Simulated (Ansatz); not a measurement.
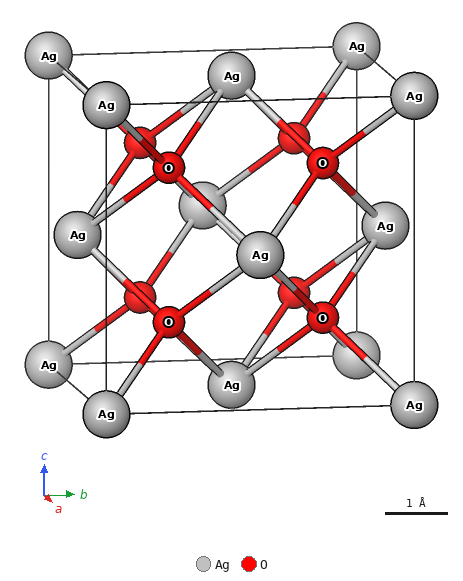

Lattice vibrations of crystalline AgO2 (a generated structure), at the zone centre. A ball-and-stick model of the conventional cell (4 times the calculation's cell), seen slightly off an axis. Lengths and directions refer to the drawn axes.

Computed with DFT PBEsol, scalar-relativistic, plane waves, PAW in Ansatz. Set-up: plane-wave cutoff 420 eV; k-point mesh 14 × 14 × 14; occupations fermi dirac; smearing width 0.15 eV; no spin polarisation.

The frequencies depend somewhat on the k-mesh and the smearing.

Q: List the optical modes.

A: The calculation's cell holds 3 atoms, so there are 6 optical modes, in 2 levels. The optical modes span T₂g + T₁u. No level is unstable.

```json
{"level": "1", "symmetry": "T₂g", "frequency (cm⁻¹)": "170", "activity": "Raman-active"}
{"level": "2", "symmetry": "T₁u", "frequency (cm⁻¹)": "297", "activity": "infrared-active"}
```

The crystal is a metal, so free carriers screen the infrared response.

The displacement patterns (one member of each degenerate set):

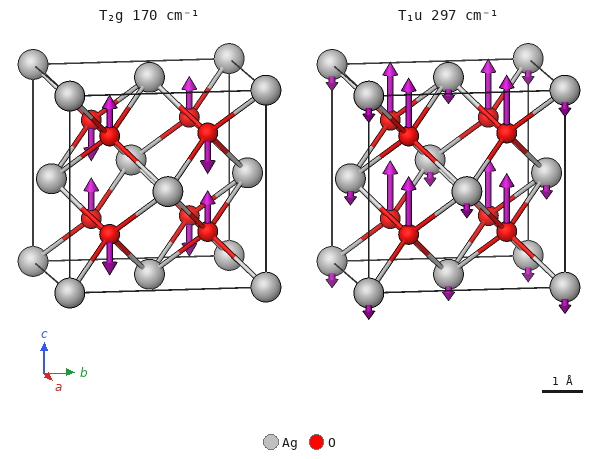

Limits of the set-up: an odd number of electrons was run without spin polarisation, which fails if the electron would localise.
